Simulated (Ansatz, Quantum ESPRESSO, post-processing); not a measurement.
# Tuning the work function of Co(0001), part 7 of 7

Wanted: work-function changes of Co(0001) along a row of adsorbates.

Quantum ESPRESSO 7.5; plane-wave DFT, PBE, GBRV ultrasoft pseudopotentials; geometry by Ansatz 0.2.0 with PAW datasets.

So far. Step 11 (Self-consistent run, Al overlayer): The covered face stands at 4.11 eV against 4.97 eV when clean. Step 11 (Self-consistent run, Al overlayer): Inside the slab this potential holds the local part of the pseudopotentials, which can be repulsive at the nuclei; only its value in the vacuum has a meaning of its own.

### 12. Projected density of states, Al overlayer

Al.pdos.in

```
&projwfc
  prefix = 'Al.esm'
  outdir = './out'
  filpdos = 'Al.pdos'
  Emin = -12.563
  Emax = -0.563
  DeltaE = 0.1
  ngauss = 0
  degauss = 0.01
/
```

Run with:

```console
$ OMP_NUM_THREADS=1 mpirun -n 4 projwfc.x -in Al.pdos.in > Al.pdos.out
```

The log of the run:

```text
[banner, memory and clock lines left out]
Program PROJWFC v.7.5 starts

          URL

     ./out/Al.esm.save/

     IMPORTANT: XC functional enforced from input :
     Exchange-correlation= PBE
                           (   1   4   3   4   0   0   0)
     Any further DFT definition will be discarded
     Please, verify this is what you really want

     Check: negative core charge=   -0.000024

     negative rho (up, down):  5.056E-05 4.142E-05

     Gaussian broadening (read from input): ngauss,degauss=   0    0.010000

     Calling projwave ....
     one sub-group per band group will be used

     linear algebra parallelized on   4 procs

  Problem Sizes
  natomwfc =           56
  nx       =           28
  nbnd     =           43
  nkstot   =           38
  npwx     =         1028
  nkb      =           81

     Atomic states used for projection
     (read from pseudopotential files):

     state #   1: atom   1 (Co ), wfc  1 (l=0 m= 1)
     state #   2: atom   1 (Co ), wfc  2 (l=1 m= 1)
     state #   3: atom   1 (Co ), wfc  2 (l=1 m= 2)
     state #   4: atom   1 (Co ), wfc  2 (l=1 m= 3)
     state #   5: atom   1 (Co ), wfc  3 (l=2 m= 1)
     state #   6: atom   1 (Co ), wfc  3 (l=2 m= 2)
     state #   7: atom   1 (Co ), wfc  3 (l=2 m= 3)
     state #   8: atom   1 (Co ), wfc  3 (l=2 m= 4)
     state #   9: atom   1 (Co ), wfc  3 (l=2 m= 5)
     state #  10: atom   1 (Co ), wfc  4 (l=0 m= 1)
     state #  11: atom   1 (Co ), wfc  5 (l=1 m= 1)
     state #  12: atom   1 (Co ), wfc  5 (l=1 m= 2)
     state #  13: atom   1 (Co ), wfc  5 (l=1 m= 3)
     state #  14: atom   2 (Co ), wfc  1 (l=0 m= 1)
     state #  15: atom   2 (Co ), wfc  2 (l=1 m= 1)
     state #  16: atom   2 (Co ), wfc  2 (l=1 m= 2)
     state #  17: atom   2 (Co ), wfc  2 (l=1 m= 3)
     state #  18: atom   2 (Co ), wfc  3 (l=2 m= 1)
     state #  19: atom   2 (Co ), wfc  3 (l=2 m= 2)
     state #  20: atom   2 (Co ), wfc  3 (l=2 m= 3)
     state #  21: atom   2 (Co ), wfc  3 (l=2 m= 4)
     state #  22: atom   2 (Co ), wfc  3 (l=2 m= 5)
     state #  23: atom   2 (Co ), wfc  4 (l=0 m= 1)
     state #  24: atom   2 (Co ), wfc  5 (l=1 m= 1)
     state #  25: atom   2 (Co ), wfc  5 (l=1 m= 2)
     state #  26: atom   2 (Co ), wfc  5 (l=1 m= 3)
     state #  27: atom   3 (Co ), wfc  1 (l=0 m= 1)
     state #  28: atom   3 (Co ), wfc  2 (l=1 m= 1)
     state #  29: atom   3 (Co ), wfc  2 (l=1 m= 2)
     state #  30: atom   3 (Co ), wfc  2 (l=1 m= 3)
     state #  31: atom   3 (Co ), wfc  3 (l=2 m= 1)
     state #  32: atom   3 (Co ), wfc  3 (l=2 m= 2)
     state #  33: atom   3 (Co ), wfc  3 (l=2 m= 3)
     state #  34: atom   3 (Co ), wfc  3 (l=2 m= 4)
     state #  35: atom   3 (Co ), wfc  3 (l=2 m= 5)
     state #  36: atom   3 (Co ), wfc  4 (l=0 m= 1)
     state #  37: atom   3 (Co ), wfc  5 (l=1 m= 1)
     state #  38: atom   3 (Co ), wfc  5 (l=1 m= 2)
     state #  39: atom   3 (Co ), wfc  5 (l=1 m= 3)
     state #  40: atom   4 (Co ), wfc  1 (l=0 m= 1)
     state #  41: atom   4 (Co ), wfc  2 (l=1 m= 1)
     state #  42: atom   4 (Co ), wfc  2 (l=1 m= 2)
     state #  43: atom   4 (Co ), wfc  2 (l=1 m= 3)
     state #  44: atom   4 (Co ), wfc  3 (l=2 m= 1)
     state #  45: atom   4 (Co ), wfc  3 (l=2 m= 2)
     state #  46: atom   4 (Co ), wfc  3 (l=2 m= 3)
     state #  47: atom   4 (Co ), wfc  3 (l=2 m= 4)
     state #  48: atom   4 (Co ), wfc  3 (l=2 m= 5)
     state #  49: atom   4 (Co ), wfc  4 (l=0 m= 1)
     state #  50: atom   4 (Co ), wfc  5 (l=1 m= 1)
     state #  51: atom   4 (Co ), wfc  5 (l=1 m= 2)
     state #  52: atom   4 (Co ), wfc  5 (l=1 m= 3)
     state #  53: atom   5 (Al ), wfc  1 (l=0 m= 1)
     state #  54: atom   5 (Al ), wfc  2 (l=1 m= 1)
     state #  55: atom   5 (Al ), wfc  2 (l=1 m= 2)
     state #  56: atom   5 (Al ), wfc  2 (l=1 m= 3)

[... projections of each state ...]
Lowdin Charges:

     Atom #   1: total charge =  16.9473, s =  2.4245, p =  6.9938, d =  7.5290,
                 spin up      =   9.4008, s =  1.2066,
                 spin up      =   9.4008, p =  3.4509, pz=  1.1125, px=  1.1692, py=  1.1692,
                 spin up      =   9.4008, d =  4.7434, dz2=  0.9589, dxz=  0.9574, dyz=  0.9574, dx2-y2=  0.9348, dxy=  0.9348,
                 spin down    =   7.5465, s =  1.2179,
                 spin down    =   7.5465, p =  3.5429, pz=  1.1465, px=  1.1982, py=  1.1982,
                 spin down    =   7.5465, d =  2.7856, dz2=  0.5002, dxz=  0.5609, dyz=  0.5609, dx2-y2=  0.5818, dxy=  0.5818,
                 polarization =   1.8544, s = -0.0113, p = -0.0921, d =  1.9578,
     Atom #   2: total charge =  17.0049, s =  2.3556, p =  7.1269, d =  7.5224,
                 spin up      =   9.3760, s =  1.1679,
                 spin up      =   9.3760, p =  3.5099, pz=  1.1723, px=  1.1688, py=  1.1688,
                 spin up      =   9.3760, d =  4.6981, dz2=  0.9260, dxz=  0.9482, dyz=  0.9482, dx2-y2=  0.9379, dxy=  0.9379,
                 spin down    =   7.6290, s =  1.1877,
                 spin down    =   7.6290, p =  3.6170, pz=  1.2077, px=  1.2047, py=  1.2047,
                 spin down    =   7.6290, d =  2.8242, dz2=  0.5820, dxz=  0.5557, dyz=  0.5557, dx2-y2=  0.5654, dxy=  0.5654,
                 polarization =   1.7470, s = -0.0198, p = -0.1071, d =  1.8739,
     Atom #   3: total charge =  16.9830, s =  2.3510, p =  7.1176, d =  7.5145,
                 spin up      =   9.3593, s =  1.1680,
                 spin up      =   9.3593, p =  3.5107, pz=  1.1722, px=  1.1693, py=  1.1693,
                 spin up      =   9.3593, d =  4.6805, dz2=  0.9302, dxz=  0.9389, dyz=  0.9389, dx2-y2=  0.9362, dxy=  0.9362,
                 spin down    =   7.6237, s =  1.1829,
                 spin down    =   7.6237, p =  3.6069, pz=  1.2067, px=  1.2001, py=  1.2001,
                 spin down    =   7.6237, d =  2.8339, dz2=  0.5893, dxz=  0.5435, dyz=  0.5435, dx2-y2=  0.5788, dxy=  0.5788,
                 polarization =   1.7356, s = -0.0149, p = -0.0962, d =  1.8466,
     Atom #   4: total charge =  17.2188, s =  2.3748, p =  7.2132, d =  7.6308,
                 spin up      =   9.3532, s =  1.1821,
                 spin up      =   9.3532, p =  3.5751, pz=  1.1916, px=  1.1918, py=  1.1918,
                 spin up      =   9.3532, d =  4.5959, dz2=  0.8927, dxz=  0.9280, dyz=  0.9280, dx2-y2=  0.9236, dxy=  0.9236,
                 spin down    =   7.8657, s =  1.1927,
                 spin down    =   7.8657, p =  3.6380, pz=  1.2043, px=  1.2169, py=  1.2169,
                 spin down    =   7.8657, d =  3.0350, dz2=  0.6516, dxz=  0.6192, dyz=  0.6192, dx2-y2=  0.5725, dxy=  0.5725,
                 polarization =   1.4875, s = -0.0105, p = -0.0629, d =  1.5609,
     Atom #   5: total charge =   2.6860, s =  0.7330, p =  1.9530, d =  0.0000,
                 spin up      =   1.3619, s =  0.3748,
                 spin up      =   1.3619, p =  0.9871, pz=  0.2888, px=  0.3491, py=  0.3491,
                 spin up      =   1.3619, d =  0.0000, dz2=  0.0000, dxz=  0.0000, dyz=  0.0000, dx2-y2=  0.0000, dxy=  0.0000,
                 spin down    =   1.3242, s =  0.3583,
                 spin down    =   1.3242, p =  0.9659, pz=  0.2977, px=  0.3341, py=  0.3341,
                 spin down    =   1.3242, d =  0.0000, dz2=  0.0000, dxz=  0.0000, dyz=  0.0000, dx2-y2=  0.0000, dxy=  0.0000,
                 polarization =   0.0377, s =  0.0165, p =  0.0211, d =  0.0000,
     Spilling Parameter:   0.0023

Note: The following floating-point exceptions are signalling: IEEE_DIVIDE_BY_ZERO IEEE_UNDERFLOW_FLAG
Note: The following floating-point exceptions are signalling: IEEE_DIVIDE_BY_ZERO IEEE_UNDERFLOW_FLAG
Note: The following floating-point exceptions are signalling: IEEE_DIVIDE_BY_ZERO IEEE_UNDERFLOW_FLAG
Note: The following floating-point exceptions are signalling: IEEE_DIVIDE_BY_ZERO IEEE_UNDERFLOW_FLAG
```

The job ended after 1.7 s (4 MPI ranks of Arm Neoverse V1, shared host; peak memory 0.1 GiB; 7 s of CPU time).

Read from the output:

```
spilling of the projection : 0.0023
```

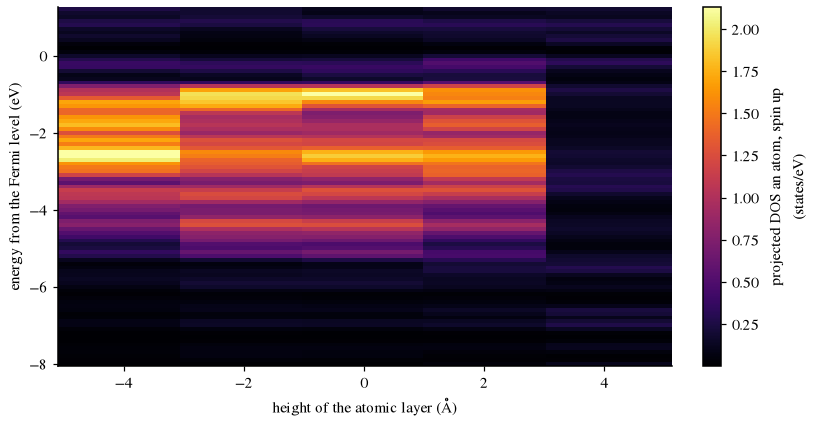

Projected DOS an atom, spin up over height of the atomic layer and energy from the Fermi level. Columns are the atomic layers from the bottom up.

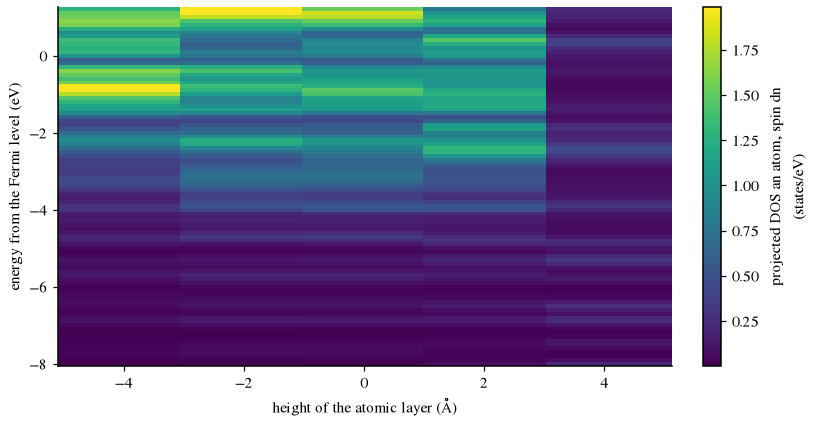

Projected DOS an atom, spin dn over height of the atomic layer and energy from the Fermi level. Columns are the atomic layers from the bottom up.

The atomic orbitals miss 0.2 % of the occupied states; for empty states the projections can miss much more.

### 13. The series side by side

Against the clean face, with Pauling's electronegativity for orientation:

| overlayer | electronegativity | height over the top plane (Å) | change of work function (eV) | step from Ansatz's dipole (eV) |
| --- | --- | --- | --- | --- |
| Mg | 1.31 | 2.31 | -0.82 | -0.75 |
| Al | 1.61 | 2.11 | -0.86 | -0.83 |

All levels:

| level | covered face (eV) | bare face (eV) | Ansatz, covered face (eV) | dipole by Ansatz (e Å) | CPU time (s) |
| --- | --- | --- | --- | --- | --- |
| clean | 4.966 | 5.013 | 4.925 | 0.001902 | 306.1 |
| Li | - | - | 4.129 | 0.02574 | 414.2 |
| Mg | 4.151 | 4.993 | 4.153 | 0.02439 | 1245 |
| Al | 4.111 | 5.016 | 4.102 | 0.02685 | 494.8 |

### 14. A check by hand

Under Al the faces differ by -0.91 eV. By the Helmholtz relation p = −Δφ A/180.95 = +0.0273 e Å a cell, or +0.13 D; Ansatz's dipole is +0.0268 e Å.

### 15. Summary of results

| Quantity | Value |
| --- | --- |
| work function of the clean face | 4.97 eV |
| change under Mg | -0.82 eV |
| change under Al | -0.86 eV |

On a clean face of 4.97 eV the changes run from -0.86 eV (Al) to -0.82 eV (Mg) (PBE, GBRV ultrasoft). Of 4 overlayers planned, 2 are shown; the others were not run or did not converge. The bare face moves by 0.02 eV over the row; it should not move at all, so the changes above are uncertain by about as much. Full 1×1 monolayers on one site are model structures; at this coverage neighbours depolarise each other, and real layers may take other sites or reconstruct. The upper layers were relaxed under PBE at the tabulated lattice constant.

Calculation against experiment:

```
                                                                     quantity  measured  PBE, GBRV ultrasoft, clean
work function, loosely compared (polycrystalline sample, no single face) (eV)         5             4.97 (-0.03 eV)
```

Measured values from arxiv:1902.07811 (2019).

**Verdict.** The work function, set beside that of the polycrystal, is off by -0.03 eV. A polycrystal averages over faces, so this is a loose comparison.

[Logs are printed without paths, hosts, clocks, repeated set-up lines and the standing remarks that a program may print on its own settings, such as how far it seeks lower states.]

[Hosts, paths, dates, database ids (printed as entryN), source tags and the programs' standing remarks are cut or masked in the printed files.]

[Maps of the electrostatic potential energy from Ansatz leave out the sawtooth potential of an applied field or a dipole correction, so their vacuum need not be flat; planar profiles and work functions include it.]
